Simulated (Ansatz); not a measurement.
# Geometry relaxation of Ti₃Al (part 2 of 2)

Continued. System: Ti₃Al (P6₃/mmc, 8 atoms in the cell). Method: DFT PBEsol, scalar-relativistic, plane waves, PAW, no spin polarisation (Ansatz 0.2.0); cutoff 420 eV, 6×6×8 k-mesh, Gaussian smearing of 0.1 eV. The structure derives from an entry of the Crystallography Open Database.

Geometry of the input (Å; fractional positions):
```
5.7640  0.0000  0.0000
-2.8820  4.9918  0.0000
0.0000  0.0000  4.6640
Ti 0.8333  0.1667  0.2500
Ti 0.6666  0.8333  0.7500
Ti 0.8333  0.6666  0.2500
Ti 0.1667  0.8333  0.7500
Ti 0.3334  0.1667  0.2500
Ti 0.1667  0.3334  0.7500
Al 0.3333  0.6667  0.2500
Al 0.6667  0.3333  0.7500
```

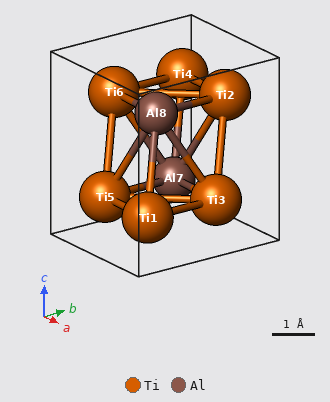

The geometry at step 2 of the log (ball-and-stick view of the cell of the calculation, seen slightly off an axis; atoms are numbered from 1 in the order of the input).

Log, continued:
```
SCF iter   1: F=—  HF=-15894.774588 eV  |F-HF|=—  |Δ(HF+E_count)|=         —  Δρ=5.55e-4  dr2=1.08e-3  ethr=1.34e-6  ⟨swp⟩=2.7  Hψ=7244  notcnv=0
preconditioner: auto → Kerker (q_TF=auto, 2.509 Å⁻¹)  [metal: Δε(μ)=0.054 eV  Ē_g=3.028 eV  σ=0.100 eV  W_gap=0.29  n_scr=26 (ndim 8)  ℏωp=17.9 eV  f_vac=0.000  D(μ)=4.41/eV (n_scr^D=26)]
SCF iter   2: F=—  HF=-15894.774425 eV  |F-HF|=—  |Δ(HF+E_count)|=   1.62e-4  Δρ=3.20e-4  dr2=4.38e-4  ethr=1.34e-6  ⟨swp⟩=1.2  Hψ=1652  notcnv=0
SCF iter   3: F=—  HF=-15894.774313 eV  |F-HF|=—  |Δ(HF+E_count)|=   1.13e-4  Δρ=4.97e-5  dr2=6.42e-6  ethr=5.61e-7  ⟨swp⟩=2.0  Hψ=2142  notcnv=0
SCF iter   4: F=—  HF=-15894.774234 eV  |F-HF|=—  |Δ(HF+E_count)|=   7.88e-5  Δρ=1.93e-5  dr2=5.07e-7  ethr=8.23e-9  ⟨swp⟩=2.0  Hψ=2169  notcnv=0
iter 5 did not close the SCF: its close was put off for the readings that it lacked (scf_convergence_deferred on its scf_iter line)
SCF iter   5: F=-15894.774234 eV  HF=-15894.774234 eV  |F-HF|=2.54e-8  |Δ(HF+E_count)|=   1.17e-7  Δρ=4.97e-6  dr2=3.78e-8  ethr=6.50e-10  ⟨swp⟩=2.8  Hψ=2831  notcnv=0
SCF iter   6: F=-15894.774234 eV  HF=-15894.774234 eV  |F-HF|=4.91e-10  |Δ(HF+E_count)|=   1.12e-8  Δρ=9.51e-7  dr2=8.72e-10  ethr=4.84e-11  ⟨swp⟩=4.9  Hψ=8413  notcnv=0
SCF 4 converged in 6 iterations: F = -15894.774234 eV  dr2 = 8.72e-10
relax step   4: F+E_penalty+E_count = -15894.77423387 eV  Δ(F+E_penalty+E_count) = -7.080e-4 eV  max|allowed force component| = 8.712e-3 eV/Å  Δτ_max = 0.0035 Å  P = +0.007 GPa  Ω = 129.087 Å³  energy of the carried Pulay correction = +7.191e-4 eV  (6 SCF iters, dr2 threshold 3.12e-7 eV, accepted)
Crystal: 8 atoms, lattice volume = 129.094 Å³
iter 1 solved again at ethr=5.71e-8 eV; its pass at ethr=3.10e-3 eV (dr2=4.45e-5 eV) is discarded
SCF iter   1: F=—  HF=-15894.774348 eV  |F-HF|=—  |Δ(HF+E_count)|=         —  Δρ=1.09e-4  dr2=4.44e-5  ethr=5.71e-8  ⟨swp⟩=1.6  Hψ=6141  notcnv=0
preconditioner: auto → Kerker (q_TF=auto, 2.509 Å⁻¹)  [metal: Δε(μ)=0.054 eV  Ē_g=3.026 eV  σ=0.100 eV  W_gap=0.30  n_scr=26 (ndim 8)  ℏωp=17.9 eV  f_vac=0.000  D(μ)=4.42/eV (n_scr^D=26)]
SCF iter   2: F=—  HF=-15894.774261 eV  |F-HF|=—  |Δ(HF+E_count)|=   8.72e-5  Δρ=6.63e-5  dr2=2.00e-5  ethr=5.70e-8  ⟨swp⟩=1.1  Hψ=1651  notcnv=0
SCF iter   3: F=—  HF=-15894.774253 eV  |F-HF|=—  |Δ(HF+E_count)|=   7.24e-6  Δρ=9.54e-6  dr2=7.65e-8  ethr=2.57e-8  ⟨swp⟩=2.0  Hψ=2172  notcnv=0
SCF iter   4: F=—  HF=-15894.774251 eV  |F-HF|=—  |Δ(HF+E_count)|=   1.97e-6  Δρ=2.96e-6  dr2=1.53e-8  ethr=9.81e-11  ⟨swp⟩=2.1  Hψ=2404  notcnv=0
iter 5 did not close the SCF: its close was put off for the readings that it lacked (scf_convergence_deferred on its scf_iter line)
SCF iter   5: F=-15894.774251 eV  HF=-15894.774251 eV  |F-HF|=4.95e-10  |Δ(HF+E_count)|=   4.09e-9  Δρ=6.13e-7  dr2=7.89e-10  ethr=1.96e-11  ⟨swp⟩=2.0  Hψ=2083  notcnv=0
SCF iter   6: F=-15894.774251 eV  HF=-15894.774251 eV  |F-HF|=9.09e-12  |Δ(HF+E_count)|=  2.33e-10  Δρ=1.37e-7  dr2=1.95e-11  ethr=1.01e-12  ⟨swp⟩=4.0  Hψ=7172  notcnv=0
SCF 5 converged in 6 iterations: F = -15894.774251 eV  dr2 = 1.95e-11
relax step   5: F+E_penalty+E_count = -15894.77425144 eV  Δ(F+E_penalty+E_count) = -1.757e-5 eV  max|allowed force component| = 1.411e-4 eV/Å  Δτ_max = 0.0007 Å  P = +0.002 GPa  Ω = 129.094 Å³  energy of the carried Pulay correction = +7.182e-4 eV  (6 SCF iters, accepted)
Initial wavefunctions: pseudopotential atomic-orbital guess (no wavefunctions were taken with the density)
iter 1 solved again at ethr=7.21e-7 eV; its pass at ethr=3.10e-3 eV (dr2=5.62e-4 eV) is discarded
SCF iter   1: F=—  HF=-15894.773733 eV  |F-HF|=—  |Δ(HF+E_count)|=         —  Δρ=2.46e-5  dr2=9.99e-8  ethr=7.21e-7  ⟨swp⟩=3.2  Hψ=10235  notcnv=0
eigensolver tolerance schedule: the retry pair's looser diagonalisation over-reported the residual by 5628.86 of it (diagonalisation noise at an unbounded share of the residual, at the tolerance the schedule requests for it); recorded, not acted on — ethr = c·dr2/N_el stays at c = 1.0e-1
SCF iter   2: F=—  HF=-15894.773654 eV  |F-HF|=—  |Δ(HF+E_count)|=   7.88e-5  Δρ=1.30e-5  dr2=2.59e-8  ethr=1.28e-10  ⟨swp⟩=3.4  Hψ=3004  notcnv=0
SCF iter   3: F=—  HF=-15894.773654 eV  |F-HF|=—  |Δ(HF+E_count)|=   3.19e-8  Δρ=1.71e-6  dr2=6.47e-10  ethr=3.33e-11  ⟨swp⟩=2.2  Hψ=2237  notcnv=0
iter 4 did not close the SCF: its close was put off for the readings that it lacked (scf_convergence_deferred on its scf_iter line)
SCF iter   4: F=-15894.773654 eV  HF=-15894.773654 eV  |F-HF|=5.46e-12  |Δ(HF+E_count)|=  6.84e-10  Δρ=2.77e-7  dr2=5.51e-11  ethr=1.00e-12  ⟨swp⟩=2.9  Hψ=3200  notcnv=0
iter 5 did not close the SCF: its close was put off for the readings that it lacked (scf_convergence_deferred on its scf_iter line)
SCF iter   5: F=-15894.773654 eV  HF=-15894.773654 eV  |F-HF|=7.28e-12  |Δ(HF+E_count)|=  7.28e-12  Δρ=3.27e-8  dr2=1.41e-12  ethr=1.00e-12  ⟨swp⟩=1.0  Hψ=1645  notcnv=0
iter 6 did not close the SCF: its close was put off for the readings that it lacked (scf_convergence_deferred on its scf_iter line)
SCF iter   6: F=-15894.773654 eV  HF=-15894.773654 eV  |F-HF|=0.00e0  |Δ(HF+E_count)|=    0.00e0  Δρ=1.07e-8  dr2=2.49e-13  ethr=1.00e-12  ⟨swp⟩=1.0  Hψ=1645  notcnv=0
iter 7 did not close the SCF: its close was put off for the readings that it lacked (scf_convergence_deferred on its scf_iter line)
SCF iter   7: F=-15894.773654 eV  HF=-15894.773654 eV  |F-HF|=0.00e0  |Δ(HF+E_count)|=    0.00e0  Δρ=2.89e-9  dr2=1.52e-14  ethr=1.00e-12  ⟨swp⟩=1.0  Hψ=1645  notcnv=0
SCF iter   8: F=-15894.773654 eV  HF=-15894.773654 eV  |F-HF|=0.00e0  |Δ(HF+E_count)|=    0.00e0  Δρ=1.24e-9  dr2=1.29e-15  ethr=1.00e-12  ⟨swp⟩=2.7  Hψ=4894  notcnv=0
SCF 6 converged in 8 iterations: F = -15894.773654 eV  dr2 = 1.29e-15
  greatest PAW one-centre occupation: 0.999 electrons in one spin orbital (limit 2), on the Ti atom at site 3 (counted from 0), in its partial waves of l = 0
relax step   6: F+E_penalty+E_count = -15894.77365413 eV  Δ(F+E_penalty+E_count) = +5.973e-4 eV  max|allowed force component| = 1.366e-4 eV/Å  Δτ_max = 0.0000 Å  P = -0.003 GPa  Ω = 129.094 Å³  stress off target by 4.45e-3 GPa  SCF on the basis re-selected at this cell (its energy is not comparable with the rows above)  (8 SCF iters)
basis re-selected at this cell: Δ(F+E_penalty+E_count) = +5.973e-4 eV, ΔP = -0.005 GPa vs the last step (what re-selecting the basis moved, of the pressure what is left beyond the Pulay correction that the steps carried, after the strain that the cell walked since its last selection, with what the two solves' SCF thresholds leave and, on support functions, any second-order correction that the steps lacked; it is no measure of the basis error at this ecutwfc). This SCF's stress stands 4.45e-3 GPa from its target on what of the cell is left free (relax.cell.stress_tol is 5.00e-2 GPa) and its largest allowed force component is 1.37e-4 eV/Å (relax.f_tol is 5.00e-3 eV/Å): within both
SCF converged after 8 iterations
Free energy (F): -15894.773654 eV
Harris-Foulkes:  -15894.773654 eV  (|F-HF|=0.00e0)
Internal energy: -15894.751538 eV  (E = F + TS)
E sigma→0 (E₀):  -15894.762596 eV
Entropy (-TS):   -0.022116 eV (-2.764 meV/atom)
Fermi energy:    12.495336 eV
--- Per-component energies (eV) ---
  E_band       = -933.592138
  E_kinetic    = 1687.748999
  E_local      = -5513.977340  (includes V_loc(G=0)·N_el)
  E_nonlocal   = 79.162486
  E_hartree    = 2318.926641
  E_xc         = -662.166208
  E_vxc        = -791.470365  (∫ρ·V_xc dr)
  E_paw        = -7046.415850  (= ΣΔE_a)
  E_vpaw       = -1032.909884  (= ΣTr[D̂ρ^β])
  E_aug_tail   = 0.000684  (compensation charges beyond the density's cutoff)
  E_ewald      = -6758.905535
  E_core_change = 0.874584  (= ΣΔE_core)
  E_smearing   = -0.022116  (= −TS)
  E_closure    = 0.000000  (closes the sum)
  Σ components = -15894.773654   (vs F -15894.773654, Δ=0.00e0)
--- Forces (eV/Å), atoms counted from 1 ---
  atom   1  Ti    -0.00011831     0.00006831     0.00000000
  atom   2  Ti    -0.00011831    -0.00006831     0.00000000
  atom   3  Ti     0.00000000    -0.00013661     0.00000000
  atom   4  Ti     0.00011831    -0.00006831     0.00000000
  atom   5  Ti     0.00011831     0.00006831     0.00000000
  atom   6  Ti    -0.00000000     0.00013661     0.00000000
  atom   7  Al     0.00000000     0.00000000     0.00000000
  atom   8  Al    -0.00000000    -0.00000000     0.00000000
  max |Σ_I F_I| component: 3.48e-18 eV/Å
--- Stress (GPa, compression-positive) ---
       -0.004451       0.000000       0.000000
        0.000000      -0.004451       0.000000
        0.000000       0.000000      -0.001370
  P = ⅓ Tr σ = -0.0034 GPa (-0.034 kbar)
--- Band table (eV; the first three rows and the last of 35) ---
  k-point 0: bands = ["-43.7687", "-43.6601", "-43.6577", "-43.6577", "-43.6056", "-43.6056", "-20.4159", "-20.4119", "-20.2744", "-20.2445", "-20.2445", "-20.1908", "-20.1908", "-20.1868", "-20.1868", "-20.0210", "-19.9327", "-19.9327", "-19.8643", "-19.8296", "-19.7615", "-19.7615", "-19.7606", "-19.7606", "4.7786", "7.5514", "10.0285", "10.2562", "10.3369", "10.3369", "10.5084", "10.5084", "10.6200", "11.2313", "11.2313", "11.5426", "11.5426", "11.9990", "12.2511", "12.5619", "13.2657", "13.2657", "13.2835", "13.4865", "13.4865", "14.5776", "14.5776"]
  k-point 1: bands = ["-43.7646", "-43.6642", "-43.6557", "-43.6557", "-43.6076", "-43.6076", "-20.4140", "-20.4068", "-20.2873", "-20.2873", "-20.2646", "-20.2067", "-20.2067", "-20.1351", "-20.1351", "-20.0138", "-19.9245", "-19.9245", "-19.8823", "-19.8370", "-19.7616", "-19.7616", "-19.7613", "-19.7613", "4.8970", "7.4824", "10.0786", "10.1510", "10.4048", "10.4048", "10.4325", "10.5039", "10.5039", "11.2976", "11.2976", "11.5283", "11.5283", "11.9856", "12.2573", "12.7981", "13.3400", "13.3400", "13.3721", "13.4083", "13.4083", "14.5791", "14.5791"]
  k-point 2: bands = ["-43.7529", "-43.6761", "-43.6501", "-43.6501", "-43.6132", "-43.6132", "-20.4089", "-20.3975", "-20.3283", "-20.3283", "-20.2520", "-20.2520", "-20.2315", "-20.0576", "-20.0576", "-19.9933", "-19.9332", "-19.9119", "-19.9119", "-19.8580", "-19.7631", "-19.7631", "-19.7625", "-19.7625", "5.2391", "7.2831", "9.7055", "9.7927", "10.5053", "10.5053", "10.5537", "10.5537", "10.7266", "11.4804", "11.4804", "11.5404", "11.5404", "12.0202", "12.2775", "13.1713", "13.2192", "13.2192", "13.4544", "13.4544", "13.6325", "14.2437", "14.5116"]
  k-point 34: bands = ["-43.6819", "-43.6819", "-43.6647", "-43.6647", "-43.6317", "-43.6317", "-20.3159", "-20.3159", "-20.2637", "-20.2637", "-20.2110", "-20.2110", "-20.0819", "-20.0819", "-20.0757", "-20.0757", "-19.9712", "-19.9712", "-19.9111", "-19.9111", "-19.8696", "-19.8696", "-19.8025", "-19.8025", "7.2784", "7.2784", "8.7524", "8.7524", "9.6028", "9.6028", "10.9752", "10.9752", "11.4235", "11.4235", "12.0683", "12.0683", "12.1911", "12.1911", "12.4056", "12.4056", "13.1030", "13.1030", "13.4115", "13.4115", "13.4950", "13.4950", "14.0651"]
--- Relaxed structure (5 steps of the walk, 4 accepted, 1 SCFs on fresh bases) ---
  F+E_penalty+E_count = -15894.77365413 eV   max|allowed force component| = 1.366e-4 eV/Å   (the final SCF, on the basis selected at the relaxed cell)
  cell:  # Å, volume = 129.0936 Å³
    - [5.687795480188624, 2.8486184654905837e-11, -3.613828152651064e-35]
    - [-2.8438977401189813, 4.9257753773594155, 1.806914076341206e-35]
    - [-2.9241663853657807e-35, 0.0, 4.607722046213827]
  atoms:
    - { symbol: Ti, position: [0.8303111832108409, 0.16968881678915898, 0.24999999999999997] }
    - { symbol: Ti, position: [0.6606223664216818, 0.830311183210841, 0.75] }
    - { symbol: Ti, position: [0.830311183210841, 0.6606223664216818, 0.24999999999999997] }
    - { symbol: Ti, position: [0.16968881678915898, 0.8303111832108411, 0.75] }
    - { symbol: Ti, position: [0.339377633578318, 0.16968881678915898, 0.24999999999999997] }
    - { symbol: Ti, position: [0.16968881678915904, 0.33937763357831807, 0.75] }
    - { symbol: Al, position: [0.33333333333333326, 0.6666666666666666, 0.24999999999999997] }
    - { symbol: Al, position: [0.6666666666666667, 0.33333333333333337, 0.75] }
```

Trajectory as extended XYZ (Å, eV, eV/Å), 6 frames, from step=1 to step=6:
```
8
Lattice="5.7640 0.0000 0.0000 -2.8820 4.9918 0.0000 0.0000 0.0000 4.6640" Properties=species:S:1:pos:R:3:forces:R:3 step=1 energy=-15894.67346 pressure_GPa=-4.28
Ti    4.3227    0.8321    1.1660   -0.2716   0.1568   0.0000
Ti    1.4407    4.1596    3.4980   -0.2716  -0.1568   0.0000
Ti    2.8820    3.3275    1.1660    0.0000  -0.3136   0.0000
Ti   -1.4407    4.1596    3.4980    0.2716  -0.1568   0.0000
Ti    1.4413    0.8321    1.1660    0.2716   0.1568   0.0000
Ti    0.0000    1.6643    3.4980    0.0000   0.3136   0.0000
Al    0.0000    3.3278    1.1660    0.0000   0.0000   0.0000
Al    2.8820    1.6639    3.4980    0.0000   0.0000   0.0000
8
Lattice="5.6139 0.0000 0.0000 -2.8069 4.8618 0.0000 0.0000 0.0000 4.5391" Properties=species:S:1:pos:R:3:forces:R:3 step=2 energy=-15894.67481 pressure_GPa=5.47 accepted=F
Ti    4.1690    0.8342    1.1348    0.2274  -0.1313   0.0000
Ti    1.3621    4.0276    3.4043    0.2274   0.1313   0.0000
Ti    2.8069    3.1934    1.1348    0.0000   0.2626   0.0000
Ti   -1.3621    4.0276    3.4043   -0.2274   0.1313   0.0000
Ti    1.4449    0.8342    1.1348   -0.2274  -0.1313   0.0000
Ti    0.0000    1.6684    3.4043    0.0000  -0.2626   0.0000
Al    0.0000    3.2412    1.1348    0.0000   0.0000   0.0000
Al    2.8069    1.6206    3.4043    0.0000   0.0000   0.0000
8
Lattice="5.6935 0.0000 0.0000 -2.8467 4.9307 0.0000 0.0000 0.0000 4.6118" Properties=species:S:1:pos:R:3:forces:R:3 step=3 energy=-15894.77353 pressure_GPa=-0.34
Ti    4.2467    0.8353    1.1529   -0.0291   0.0168   0.0000
Ti    1.3999    4.0954    3.4588   -0.0291  -0.0168   0.0000
Ti    2.8467    3.2601    1.1529    0.0000  -0.0336   0.0000
Ti   -1.3999    4.0954    3.4588    0.0291  -0.0168   0.0000
Ti    1.4468    0.8353    1.1529    0.0291   0.0168   0.0000
Ti    0.0000    1.6706    3.4588    0.0000   0.0336   0.0000
Al    0.0000    3.2871    1.1529    0.0000   0.0000   0.0000
Al    2.8467    1.6436    3.4588    0.0000   0.0000   0.0000
8
Lattice="5.6876 0.0000 0.0000 -2.8438 4.9256 0.0000 0.0000 0.0000 4.6078" Properties=species:S:1:pos:R:3:forces:R:3 step=4 energy=-15894.77423 pressure_GPa=0.01
Ti    4.2393    0.8362    1.1520    0.0075  -0.0044   0.0000
Ti    1.3955    4.0894    3.4559    0.0075   0.0044   0.0000
Ti    2.8438    3.2532    1.1520    0.0000   0.0087   0.0000
Ti   -1.3955    4.0894    3.4559   -0.0075   0.0044   0.0000
Ti    1.4483    0.8362    1.1520   -0.0075  -0.0044   0.0000
Ti    0.0000    1.6723    3.4559    0.0000  -0.0087   0.0000
Al    0.0000    3.2837    1.1520    0.0000   0.0000   0.0000
Al    2.8438    1.6419    3.4559    0.0000   0.0000   0.0000
8
Lattice="5.6878 0.0000 0.0000 -2.8439 4.9258 0.0000 0.0000 0.0000 4.6077" Properties=species:S:1:pos:R:3:forces:R:3 step=5 energy=-15894.77425 pressure_GPa=0.00
Ti    4.2401    0.8358    1.1519   -0.0001   0.0001   0.0000
Ti    1.3962    4.0899    3.4558   -0.0001  -0.0001   0.0000
Ti    2.8439    3.2541    1.1519    0.0000  -0.0001   0.0000
Ti   -1.3962    4.0899    3.4558    0.0001  -0.0001   0.0000
Ti    1.4477    0.8358    1.1519    0.0001   0.0001   0.0000
Ti    0.0000    1.6717    3.4558    0.0000   0.0001   0.0000
Al    0.0000    3.2839    1.1519    0.0000   0.0000   0.0000
Al    2.8439    1.6419    3.4558    0.0000   0.0000   0.0000
8
Lattice="5.6878 0.0000 0.0000 -2.8439 4.9258 0.0000 0.0000 0.0000 4.6077" Properties=species:S:1:pos:R:3:forces:R:3 step=6 energy=-15894.77365 pressure_GPa=-0.00
Ti    4.2401    0.8358    1.1519   -0.0001   0.0001   0.0000
Ti    1.3962    4.0899    3.4558   -0.0001  -0.0001   0.0000
Ti    2.8439    3.2541    1.1519    0.0000  -0.0001   0.0000
Ti   -1.3962    4.0899    3.4558    0.0001  -0.0001   0.0000
Ti    1.4477    0.8358    1.1519    0.0001   0.0001   0.0000
Ti    0.0000    1.6717    3.4558    0.0000   0.0001   0.0000
Al    0.0000    3.2839    1.1519    0.0000   0.0000   0.0000
Al    2.8439    1.6419    3.4558    0.0000   0.0000   0.0000
```

Key numbers:

| quantity | value |
| --- | --- |
| outcome | converged |
| space group (tolerance 0.01 Å) | P6₃/mmc (194) |
| electrons treated | 78 |
| free energy | −15894.7737 eV |
| Fermi energy | 12.495 eV |
| gap on the k-point mesh | none (metallic) |
| pressure | 0.00 GPa |
| final volume | 129.09 Å³ |
| largest force (length of the vector) at the end | under 0.001 eV/Å |
| final cell | a = 5.688 Å, b = 5.688 Å, c = 4.608 Å, α = 90.00°, β = 90.00°, γ = 120.00° |
| hardware | 2 threads of Intel Xeon (Granite Rapids), 192 GiB of memory available, shared host |
| wall time | 25 s (CPU time 49 s) |
| peak memory | 0.56 GiB |
